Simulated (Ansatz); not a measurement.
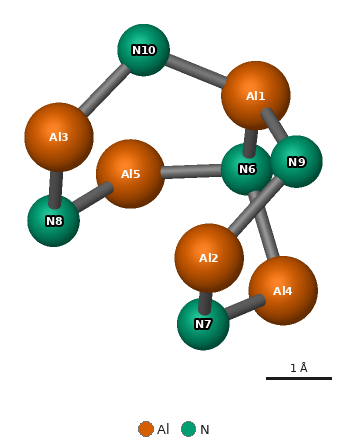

The input geometry (ball-and-stick view of the molecule without its box, seen at a tilt; atoms are numbered from 1 in the order of the input). An atom can appear more than once, as a periodic image. Bond lengths as drawn: Al–N 1.85 to 2.03 Å.

# Geometry relaxation, with input and output: AlN (part 1 of 4)

- system: AlN (10 atoms in the cell)
- method: DFT PBE, scalar-relativistic, plane waves, PAW, spin-polarised (Ansatz 0.2.0)

The structure derives from an entry of the Crystallography Open Database. It belongs to a series of runs on one base structure; here: cluster of 10 atoms cut as a sphere about point 0.22 0.01 0.23, atoms shaken. Figures and captions count atoms from 1; the log counts them from 0 in places.

The input
```yaml
crystal:
  lattice:
    - [11.6, 0.0, 0.0]
    - [0.0, 12.4, 0.0]
    - [0.0, 0.0, 12.2]
  atoms:
    - { symbol: Al, position: [0.3618874736, 0.4257259791, 0.4222019801], spin: 0.4 }
    - { symbol: Al, position: [0.6418853843, 0.4297516745, 0.4231280454], spin: 0.4 }
    - { symbol: Al, position: [0.4958024604, 0.6495177524, 0.4181747341], spin: 0.4 }
    - { symbol: Al, position: [0.5059285682, 0.353328453, 0.6307211763], spin: 0.4 }
    - { symbol: Al, position: [0.3687139479, 0.5745080807, 0.6241356544], spin: 0.4 }
    - { symbol: "N", position: [0.3643484339, 0.4297149428, 0.5735004213], spin: 0.4 }
    - { symbol: "N", position: [0.6309835496, 0.4327953991, 0.5743101693], spin: 0.4 }
    - { symbol: "N", position: [0.5017787017, 0.6479719739, 0.5839529027], spin: 0.4 }
    - { symbol: "N", position: [0.5009058604, 0.3491670672, 0.3671015982], spin: 0.4 }
    - { symbol: "N", position: [0.3611142101, 0.5705675264, 0.3744646092], spin: 0.4 }
basis:
  ecutwfc: 420
kpoints:
  mp_grid: { grid: [1, 1, 1] }
hamiltonian:
  xc: pbe
scf:
  occupations: { method: gaussian, width: 0.05 }
output:
  forces: true
  eigenvalues: true
  populations: true
  write_density: true
  write_potential: true
  elf: true
  volumetric_format: npy
magnetization:
  spin_polarized: true
relax:
  adjacent_minimum: "off"
  f_tol: 0.03
  max_steps: 40
```

Run as:
```bash
ansatz run input.yaml --threads 4 --pin off --max-ram 11264MiB --backend cpu --events-out ev --progress --plain --runs-dir out
```

The program's output
```
Engine: ansatz 0.2.0, x86_64-unknown-linux-gnu
Pseudopotentials: kind: paw
Pseudopotential: Al, paw, valence charge 3, recommended cutoff 420 eV (normal), Al.paw.azcp
Pseudopotential: N, paw, valence charge 5, recommended cutoff 420 eV (normal), N.paw.azcp
Functional definition: PBE
  parameter kappa = 0.804
  parameter beta = 0.06672455060314922
  exchange = pbe_x(kappa = kappa, mu = beta*pi^2/3)
  correlation = pbe_c(beta = beta)
Crystal: 10 atoms, lattice volume = 1754.848 Å³
Basis set: ecut = 420 eV, 34267 PW (Γ), exchange–correlation on 160×180×180 points (8 copies of the dense FFT grid, shifted against one another)
Bands: 32, of which v1, the nominal top of the filled ones, is band 20 counted from 1 (19 counted from 0)
Symmetry: 1 space group operations
Space group: P1 (ITA 1), of the structure as read, at distance tolerance 1.2e-4 Å
Magnetic group: BNS 1.1 (UNI 1), of the structure as read, at distance tolerance 1.2e-4 Å
k-points: 1
Non-local potential: Al, projectors of the file, l = 0: 2, l = 1: 2, l = 2: 1
Non-local potential: N, projectors of the file, l = 0: 2, l = 1: 2, l = 2: 1
PAW form: soft (Blöchl's): semilocal exchange-correlation on the pseudo side does not see the compensation charge
PAW one-centre angular grid: Al, 110 points (default); XC on 64 Gauss nodes
PAW one-centre angular grid: N, 110 points (default); XC on 64 Gauss nodes
Initial density: superposition of atomic densities (neutral atoms: chi_scale 0, normalization atom)
Starting moments: Σ|m| = 4 μB on 10 of 10 sites
Initial wavefunctions: pseudopotential atomic-orbital guess
Functional: x = pbe(κ = 0.804, μ = 0.2195149727645171), c = pbe(β = 0.06672455060314922)
SCF iter   1: F=—  HF=-4617.665121 eV  |F-HF|=—  |Δ(HF+E_count)|=         —  Δρ=3.10e-2 (↑2.23e-2 ↓3.10e-2)  dr2=9.74e1  dr2_m=5.38e-1  M=0.000 μB ∫|m|=0.266 μB  β_m=0.30  ethr=3.10e-3  ⟨swp⟩=8.0  Hψ=367  notcnv=0
preconditioner: auto → Resta (q_TF=auto, 1.453 Å⁻¹)  ε∞=1.4  [insulator: Δε(μ)=2.067 eV  Ē_g=7.789 eV  σ=0.050 eV  W_gap=1.00  n_scr=84 (ndim 8)  ℏωp=4.9 eV  f_vac=0.740  D(μ)=0.00/eV (n_scr^D=0)  ε∞_Penn≈1.4  vacuum switching on, ρ_ref=4.4e-3 e/Å³]
spin=Collinear: Resta preconditioning applied to the charge; magnetization (m = ρ↑ − ρ↓) channel mixes plain (no charge-response kernel on spin).
SCF iter   2: F=—  HF=-4599.530033 eV  |F-HF|=—  |Δ(HF+E_count)|=    1.81e1  Δρ=1.76e-2 (↑1.62e-2 ↓1.76e-2)  dr2=3.03e1  dr2_m=1.60e-1  M=1.947 μB ∫|m|=1.970 μB  β_m=0.30  ethr=3.10e-3  ⟨swp⟩=4.0  Hψ=188  notcnv=0  defer=14
preconditioner: auto → none  [metal: Δε(μ)=0.020 eV  Ē_g=4.915 eV  σ=0.050 eV  W_gap=0.23  n_scr=84 (ndim 8)  ℏωp=4.9 eV  f_vac=0.758  D(μ)=23.37/eV (n_scr^D=104)]
SCF iter   3: F=—  HF=-4599.348760 eV  |F-HF|=—  |Δ(HF+E_count)|=   1.81e-1  Δρ=1.63e-2 (↑1.05e-2 ↓1.63e-2)  dr2=2.63e1  dr2_m=3.35e-1  M=1.863 μB ∫|m|=1.922 μB  β_m=0.30  ethr=3.10e-3  ⟨swp⟩=4.0  Hψ=160  notcnv=0  defer=12
SCF iter   4: F=—  HF=-4596.671905 eV  |F-HF|=—  |Δ(HF+E_count)|=    2.68e0  Δρ=9.51e-3 (↑5.35e-3 ↓9.51e-3)  dr2=5.24e0  dr2_m=3.28e-1  M=1.935 μB ∫|m|=2.021 μB  β_m=0.30  ethr=3.10e-3  ⟨swp⟩=3.0  Hψ=134  notcnv=0  defer=12
SCF iter   5: F=—  HF=-4596.983447 eV  |F-HF|=—  |Δ(HF+E_count)|=   3.12e-1  Δρ=9.99e-3 (↑5.30e-3 ↓9.99e-3)  dr2=6.51e0  dr2_m=2.72e-1  M=1.994 μB ∫|m|=2.134 μB  β_m=0.30  ethr=3.10e-3  ⟨swp⟩=2.5  Hψ=103  notcnv=0  defer=12
SCF iter   6: F=—  HF=-4596.576411 eV  |F-HF|=—  |Δ(HF+E_count)|=   4.07e-1  Δρ=7.94e-3 (↑3.60e-3 ↓7.94e-3)  dr2=3.75e0  dr2_m=2.01e-1  M=2.000 μB ∫|m|=2.196 μB  β_m=0.30  ethr=3.10e-3  ⟨swp⟩=2.5  Hψ=119  notcnv=0  defer=12
SCF iter   7: F=—  HF=-4596.606053 eV  |F-HF|=—  |Δ(HF+E_count)|=   2.96e-2  Δρ=8.67e-3 (↑2.65e-3 ↓8.67e-3)  dr2=3.99e0  dr2_m=3.00e-1  M=2.000 μB ∫|m|=2.265 μB  β_m=0.30  ethr=3.10e-3  ⟨swp⟩=2.5  Hψ=80  notcnv=0  defer=12
SCF iter   8: F=—  HF=-4596.425061 eV  |F-HF|=—  |Δ(HF+E_count)|=   1.81e-1  Δρ=2.83e-3 (↑1.88e-3 ↓2.83e-3)  dr2=2.33e-1  dr2_m=5.95e-2  M=2.000 μB ∫|m|=2.294 μB  β_m=0.30  ethr=3.10e-3  ⟨swp⟩=1.0  Hψ=80  notcnv=0  defer=12
SCF iter   9: F=—  HF=-4596.436031 eV  |F-HF|=—  |Δ(HF+E_count)|=   1.10e-2  Δρ=2.96e-3 (↑1.55e-3 ↓2.96e-3)  dr2=2.63e-1  dr2_m=6.36e-2  M=2.000 μB ∫|m|=2.369 μB  β_m=0.30  ethr=5.82e-4  ⟨swp⟩=2.5  Hψ=85  notcnv=0  defer=12
Mixer restart at iter 9: flushing history
spin-set hold released at iteration 9 (site moments contracting): the magnetisation degrees of freedom join the quasi-Newton model from the next iteration; the mixer history was flushed
SCF iter  10: F=—  HF=-4596.688901 eV  |F-HF|=—  |Δ(HF+E_count)|=   2.53e-1  Δρ=7.88e-3 (↑2.84e-3 ↓7.88e-3)  dr2=4.32e0  dr2_m=1.64e-1  M=2.000 μB ∫|m|=2.400 μB  β_m=0.12  ethr=5.82e-4  ⟨swp⟩=3.0  Hψ=98  notcnv=0  defer=12  recentre
SCF iter  11: F=—  HF=-4596.436050 eV  |F-HF|=—  |Δ(HF+E_count)|=   2.53e-1  Δρ=2.24e-3 (↑1.43e-3 ↓2.24e-3)  dr2=1.07e-1  dr2_m=4.54e-2  M=2.000 μB ∫|m|=2.389 μB  β_m=0.11  ethr=5.82e-4  ⟨swp⟩=2.5  Hψ=111  notcnv=0  defer=12
SCF iter  12: F=—  HF=-4596.443451 eV  |F-HF|=—  |Δ(HF+E_count)|=   7.40e-3  Δρ=1.66e-3 (↑1.27e-3 ↓1.66e-3)  dr2=3.11e-2  dr2_m=3.02e-2  M=2.000 μB ∫|m|=2.418 μB  β_m=0.06  ethr=2.67e-4  ⟨swp⟩=1.0  Hψ=52  notcnv=0  defer=12
SCF iter  13: F=—  HF=-4596.451038 eV  |F-HF|=—  |Δ(HF+E_count)|=   7.59e-3  Δρ=1.32e-3 (↑1.09e-3 ↓1.32e-3)  dr2=1.46e-2  dr2_m=2.16e-2  M=2.000 μB ∫|m|=2.449 μB  β_m=0.06  ethr=7.77e-5  ⟨swp⟩=1.0  Hψ=52  notcnv=0  defer=12
SCF iter  14: F=—  HF=-4596.462266 eV  |F-HF|=—  |Δ(HF+E_count)|=   1.12e-2  Δρ=1.03e-3 (↑8.15e-4 ↓1.03e-3)  dr2=4.48e-3  dr2_m=1.30e-2  M=2.000 μB ∫|m|=2.507 μB  β_m=0.09  ethr=3.66e-5  ⟨swp⟩=2.5  Hψ=94  notcnv=0  defer=12
SCF iter  15: F=—  HF=-4596.476513 eV  |F-HF|=—  |Δ(HF+E_count)|=   1.42e-2  Δρ=1.09e-3 (↑4.74e-4 ↓1.09e-3)  dr2=2.61e-2  dr2_m=7.59e-3  M=2.000 μB ∫|m|=2.602 μB  β_m=0.17  ethr=1.12e-5  ⟨swp⟩=2.0  Hψ=100  notcnv=0  defer=12
SCF iter  16: F=—  HF=-4596.481939 eV  |F-HF|=—  |Δ(HF+E_count)|=   5.43e-3  Δρ=8.16e-4 (↑3.04e-4 ↓8.16e-4)  dr2=1.41e-2  dr2_m=4.00e-3  M=2.000 μB ∫|m|=2.687 μB  β_m=0.23  ethr=1.12e-5  ⟨swp⟩=2.0  Hψ=92  notcnv=0  defer=12
SCF iter  17: F=—  HF=-4596.484658 eV  |F-HF|=—  |Δ(HF+E_count)|=   2.72e-3  Δρ=5.03e-4 (↑2.40e-4 ↓5.03e-4)  dr2=4.81e-3  dr2_m=1.87e-3  M=2.000 μB ∫|m|=2.750 μB  β_m=0.28  ethr=1.12e-5  ⟨swp⟩=2.5  Hψ=94  notcnv=0  defer=12
SCF iter  18: F=—  HF=-4596.486613 eV  |F-HF|=—  |Δ(HF+E_count)|=   1.96e-3  Δρ=2.97e-4 (↑1.67e-4 ↓2.97e-4)  dr2=1.01e-3  dr2_m=8.02e-4  M=2.000 μB ∫|m|=2.809 μB  β_m=0.41  ethr=1.12e-5  ⟨swp⟩=2.5  Hψ=83  notcnv=0  defer=12
SCF iter  19: F=—  HF=-4596.488359 eV  |F-HF|=—  |Δ(HF+E_count)|=   1.75e-3  Δρ=1.78e-4 (↑1.78e-4 ↓1.70e-4)  dr2=6.85e-4  dr2_m=3.98e-4  M=2.000 μB ∫|m|=2.860 μB  β_m=0.44  ethr=2.54e-6  ⟨swp⟩=2.0  Hψ=91  notcnv=0  defer=12
SCF iter  20: F=—  HF=-4596.489886 eV  |F-HF|=—  |Δ(HF+E_count)|=   1.53e-3  Δρ=2.41e-4 (↑1.22e-4 ↓2.41e-4)  dr2=2.66e-3  dr2_m=2.84e-4  M=2.000 μB ∫|m|=2.922 μB  β_m=0.26  ethr=1.71e-6  ⟨swp⟩=2.0  Hψ=93  notcnv=0  defer=12  recentre
SCF iter  21: F=—  HF=-4596.489787 eV  |F-HF|=—  |Δ(HF+E_count)|=   9.90e-5  Δρ=1.68e-4 (↑1.01e-4 ↓1.68e-4)  dr2=7.82e-4  dr2_m=2.09e-4  M=2.000 μB ∫|m|=2.929 μB  β_m=0.29  ethr=1.71e-6  ⟨swp⟩=2.5  Hψ=82  notcnv=0  defer=12
SCF iter  22: F=—  HF=-4596.490595 eV  |F-HF|=—  |Δ(HF+E_count)|=   8.09e-4  Δρ=1.72e-4 (↑1.17e-4 ↓1.72e-4)  dr2=1.74e-3  dr2_m=1.71e-4  M=2.000 μB ∫|m|=2.982 μB  β_m=0.23  ethr=1.71e-6  ⟨swp⟩=2.0  Hψ=108  notcnv=0  defer=12
SCF iter  23: F=—  HF=-4596.490890 eV  |F-HF|=—  |Δ(HF+E_count)|=   2.94e-4  Δρ=1.20e-4 (↑8.38e-5 ↓1.20e-4)  dr2=1.65e-4  dr2_m=1.40e-4  M=2.000 μB ∫|m|=3.025 μB  β_m=0.41  ethr=1.71e-6  ⟨swp⟩=2.0  Hψ=89  notcnv=0  defer=12
SCF iter  24: F=—  HF=-4596.491165 eV  |F-HF|=—  |Δ(HF+E_count)|=   2.75e-4  Δρ=1.95e-4 (↑8.23e-5 ↓1.95e-4)  dr2=1.50e-3  dr2_m=2.05e-4  M=2.000 μB ∫|m|=3.049 μB  β_m=0.36  ethr=4.13e-7  ⟨swp⟩=2.0  Hψ=86  notcnv=0  defer=12  recentre
SCF iter  25: F=—  HF=-4596.491240 eV  |F-HF|=—  |Δ(HF+E_count)|=   7.52e-5  Δρ=1.12e-4 (↑5.31e-5 ↓1.12e-4)  dr2=3.98e-4  dr2_m=8.09e-5  M=2.000 μB ∫|m|=3.045 μB  β_m=0.44  ethr=4.13e-7  ⟨swp⟩=2.0  Hψ=87  notcnv=0  defer=12
SCF iter  26: F=—  HF=-4596.491500 eV  |F-HF|=—  |Δ(HF+E_count)|=   2.60e-4  Δρ=4.99e-5 (↑3.46e-5 ↓4.99e-5)  dr2=7.45e-5  dr2_m=2.06e-5  M=2.000 μB ∫|m|=3.074 μB  β_m=0.45  ethr=4.13e-7  ⟨swp⟩=2.0  Hψ=90  notcnv=0  defer=12
SCF iter  27: F=—  HF=-4596.491575 eV  |F-HF|=—  |Δ(HF+E_count)|=   7.53e-5  Δρ=3.80e-5 (↑2.74e-5 ↓3.80e-5)  dr2=3.55e-5  dr2_m=1.35e-5  M=2.000 μB ∫|m|=3.082 μB  β_m=0.57  ethr=1.86e-7  ⟨swp⟩=2.0  Hψ=82  notcnv=0  defer=12
SCF iter  28: F=—  HF=-4596.491677 eV  |F-HF|=—  |Δ(HF+E_count)|=   1.02e-4  Δρ=2.39e-5 (↑2.21e-5 ↓2.39e-5)  dr2=2.29e-5  dr2_m=6.16e-6  M=2.000 μB ∫|m|=3.103 μB  β_m=0.59  ethr=5.63e-8  ⟨swp⟩=29.0  Hψ=830  notcnv=0
SCF iter  29: F=—  HF=-4596.491710 eV  |F-HF|=—  |Δ(HF+E_count)|=   3.30e-5  Δρ=2.46e-5 (↑1.49e-5 ↓2.46e-5)  dr2=1.89e-5  dr2_m=4.37e-6  M=2.000 μB ∫|m|=3.111 μB  β_m=0.56  ethr=5.63e-8  ⟨swp⟩=16.0  Hψ=543  notcnv=0
SCF iter  30: F=—  HF=-4596.491729 eV  |F-HF|=—  |Δ(HF+E_count)|=   1.87e-5  Δρ=2.79e-5 (↑1.69e-5 ↓2.79e-5)  dr2=3.78e-5  dr2_m=4.27e-6  M=2.000 μB ∫|m|=3.121 μB  β_m=0.48  ethr=4.72e-8  ⟨swp⟩=16.0  Hψ=536  notcnv=0
SCF iter  31: F=—  HF=-4596.491734 eV  |F-HF|=—  |Δ(HF+E_count)|=   4.89e-6  Δρ=2.46e-5 (↑1.21e-5 ↓2.46e-5)  dr2=2.71e-5  dr2_m=3.04e-6  M=2.000 μB ∫|m|=3.124 μB  β_m=0.41  ethr=4.72e-8  ⟨swp⟩=2.0  Hψ=83  notcnv=0
SCF iter  32: F=—  HF=-4596.491736 eV  |F-HF|=—  |Δ(HF+E_count)|=   2.32e-6  Δρ=1.90e-5 (↑7.53e-6 ↓1.90e-5)  dr2=1.44e-5  dr2_m=1.93e-6  M=2.000 μB ∫|m|=3.126 μB  β_m=0.36  ethr=4.72e-8  ⟨swp⟩=14.0  Hψ=501  notcnv=0
SCF iter  33: F=—  HF=-4596.491737 eV  |F-HF|=—  |Δ(HF+E_count)|=   1.09e-6  Δρ=1.03e-5 (↑7.46e-6 ↓1.03e-5)  dr2=2.41e-6  dr2_m=9.62e-7  M=2.000 μB ∫|m|=3.126 μB  β_m=0.41  ethr=3.59e-8  ⟨swp⟩=11.0  Hψ=465  notcnv=0
SCF iter  34: F=-4596.491736 eV  HF=-4596.491739 eV  |F-HF|=2.96e-6  |Δ(HF+E_count)|=   1.86e-6  Δρ=9.69e-6 (↑8.25e-6 ↓9.69e-6)  dr2=4.42e-6  dr2_m=7.44e-7  M=2.000 μB ∫|m|=3.126 μB  ethr=6.02e-9  ⟨swp⟩=11.0  Hψ=459  notcnv=0
SCF 1 converged in 34 iterations: F = -4596.491736 eV  dr2 = 4.42e-6
  greatest PAW one-centre occupation: 0.826 electrons in one spin orbital (limit 2), on the N atom at site 7 (counted from 0), in its partial waves of l = 0
relax step   1: F+E_penalty+E_count = -4596.49173634 eV  Δ(F+E_penalty+E_count) = +0.000e0 eV  max|allowed force component| = 2.570e0 eV/Å  Δτ_max = 0.0000 Å  (34 SCF iters, dr2 threshold 2.25e-5 eV, accepted)
Initial density: handed on by an earlier stage of this run
Starting moments: Σ|m| = 4 μB on 10 of 10 sites; this step starts from the density that it was given
Initial wavefunctions: those handed on with the density
iter 1 solved again at ethr=1.82e-3 eV; its pass at ethr=3.10e-3 eV (dr2=7.29e-1 eV) is discarded
```
